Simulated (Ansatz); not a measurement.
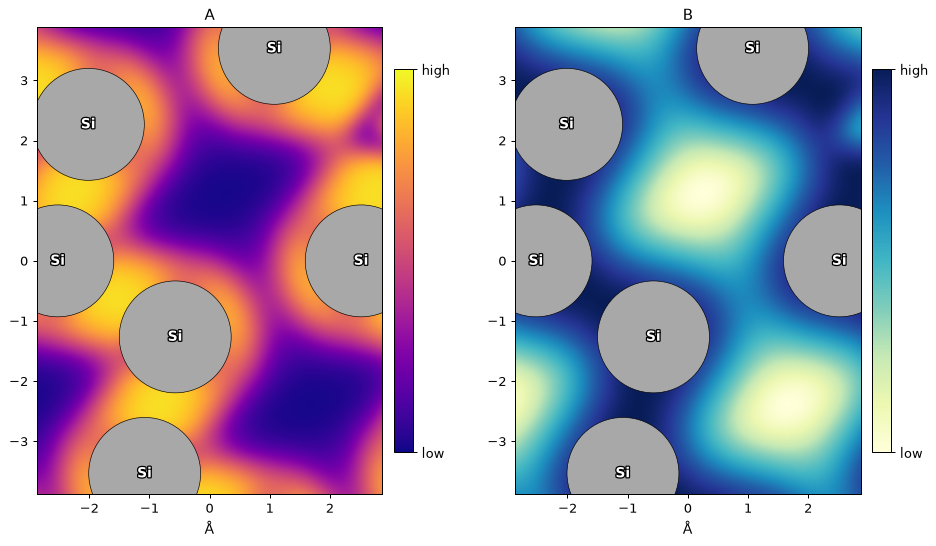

Si: 2 fields on the (010) plane of the conventional cell, with unlabelled colour scales. Grey discs cover the atomic cores.

Space group C2; a point of a scan over the structure, not its minimum; a structure from a database of computed crystals, not necessarily the ambient phase; not relaxed (largest force 0.7 eV/Å); PAW files of the earlier set (soft_1).

All numbers below come from Ansatz 0.2.0, DFT LDA, scalar-relativistic, plane waves, PAW.

```
Si
1.0
     3.30102    3.30102   -1.90825
   -22.91737   22.91737    0.00000
     0.00000    0.00000    3.81651
Si
24
Direct
  0.35769 0.11829 0.67885
  0.85769 0.61829 0.67885
  0.35769 0.40637 0.67885
  0.85769 0.90637 0.67885
  0.35769 0.26233 0.17885
  0.85769 0.76233 0.17885
  0.64231 0.11829 0.32115
  0.14231 0.61829 0.32115
  0.64231 0.40637 0.32115
  0.14231 0.90637 0.32115
  0.64231 0.26233 0.82115
  0.14231 0.76233 0.82115
  0.00000 0.02577 0.00000
  0.50000 0.52577 0.00000
  0.00000 0.31385 0.00000
  0.50000 0.81385 0.00000
  0.00000 0.16981 0.50000
  0.50000 0.66981 0.50000
  0.00000 0.21080 0.00000
  0.50000 0.71080 0.00000
  0.00000 0.06676 0.50000
  0.50000 0.56676 0.50000
  0.00000 0.35484 0.50000
  0.50000 0.85484 0.50000
```

Question: The panels show electron localisation function and valence pseudo-density in some order. Assign them.

Answer: Panel A: electron localisation function. Panel B: valence pseudo-density. From the grid: Si–Si (2.33 Å): ρ is about 0.57 e/Å³ halfway; the ELF peaks at about 0.95 between the atoms.
